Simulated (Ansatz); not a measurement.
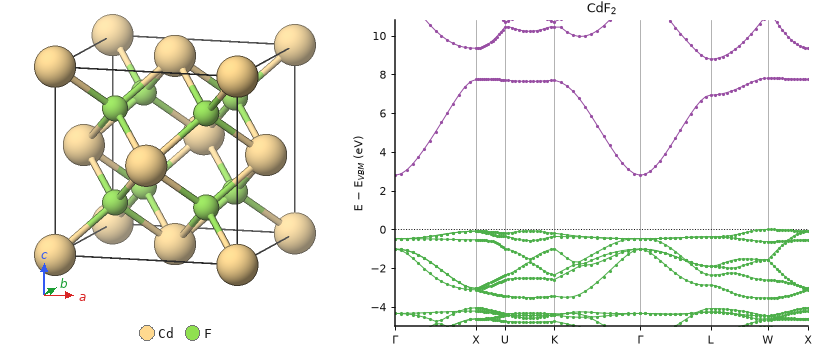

Band structure, beside the structure. Energies are counted from the top of the valence band. The path runs straight from each named point to the next.

Input of the run:

```
crystal:
  lattice:
    - [0.0, 2.694, 2.694]
    - [2.694, 0.0, 2.694]
    - [2.694, 2.694, 0.0]
  atoms:
    - { symbol: Cd, position: [0.0, 0.0, 0.0] }
    - { symbol: F, position: [0.25, 0.25, 0.25] }
    - { symbol: F, position: [0.75, 0.75, 0.75] }
kpoints:
  mp_grid: { grid: [8, 8, 8] }
  band_path:
    path:
      - [0.0, 0.0, 0.0]
      - [0.5, 0.0, 0.5]
      - [0.625, 0.25, 0.625]
      - [0.375, 0.375, 0.75]
      - [0.0, 0.0, 0.0]
      - [0.5, 0.5, 0.5]
      - [0.5, 0.25, 0.75]
      - [0.5, 0.0, 0.5]
    npoints: 14
scf:
  occupations: { method: fermi_dirac, width: 0.02 }
hamiltonian:
  xc: lda
  pseudopotentials: { kind: all_electron, lapw: { basis_error: 0.001 } }
output:
  forces: true
  stress: true
  eigenvalues: true
  populations: true
  dos: { projected: true, de: 0.2, e_range: [-14, 8] }
```

Launched with:
```bash
ansatz run input.yaml --threads 1 --pin off --max-ram 4096MiB --backend cpu --events-out ev --progress --plain --runs-dir out
```

> Is there a gap? Give its size, its kind and where the band edges lie.

A semiconductor. The gap along this path is 2.80 eV and indirect, from the valence-band top at W to the conduction-band bottom at Γ; the smallest direct gap is 3.27 eV, at Γ.

> How much do the top valence band and the lowest conduction band disperse along the path?

The top valence band spans 0.5 eV and the lowest conduction band 5.0 eV.

> How many bands meet at the valence-band top?

The top valence level at W is a single band, not degenerate (spin aside).

The cell is at −6 GPa in this functional.
